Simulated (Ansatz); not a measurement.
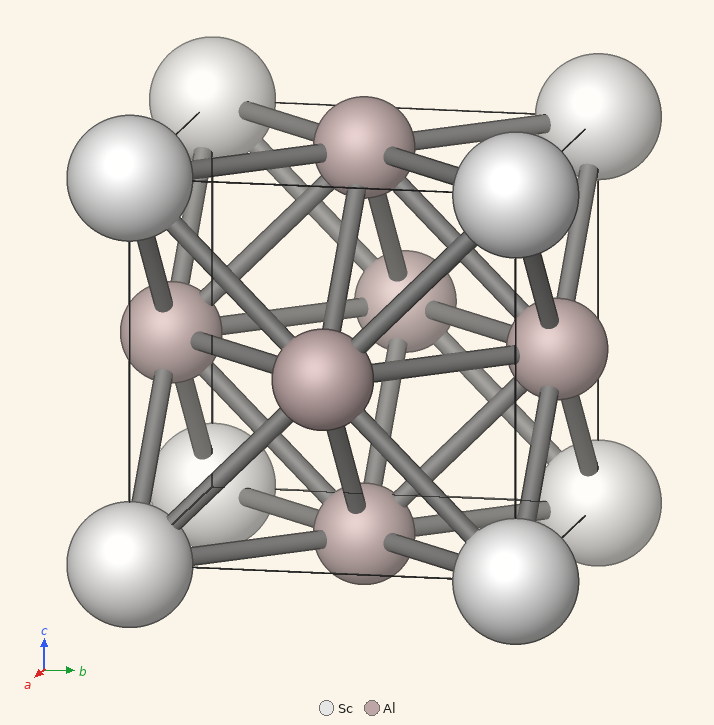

Figure: ball-and-stick view slightly off an axis. The parallelepiped is the conventional unit cell.

ScAl3, Cu₃Au (L1₂) type, space group Pm-3m (No. 221), a = 4.105 Å, b = 4.105 Å, c = 4.105 Å, α = 90.00°, β = 90.00°, γ = 90.00°. The structure was taken from a structure listed in the Materials Project. Earlier steps of the study may have refined or changed the cell and positions. A calculation with Ansatz used it as input.

This one geometry was computed with Ansatz (DFT, plane waves, PAW) at three levels of theory: PBEsol, PBE and r2SCAN.

Question: Which level gives the highest pressure at this volume, and what does that say about its equilibrium volume?

Answer: Highest: PBE (0.0 GPa), which points to the largest equilibrium volume. Lowest, with the smallest volume: PBEsol (-2.2 GPa). Levels within 0.5 GPa of each other can't be told apart.

Question: How does the band gap change with the level of theory?

Answer: All levels give a metal.

Question: Collect the results in a table.

Answer:
| level | cutoff (eV) | k-mesh of the run's cell | gap (eV) | pressure (GPa) |
| --- | --- | --- | --- | --- |
| PBEsol | 420 | 10×10×10 | metal | -2.2 |
| PBE | 420 | 10×10×10 | metal | 0.0 |
| r2SCAN | 500 | 10×10×10 | metal | -1.3 |

Gaps are taken on the k-mesh or band path of each run.
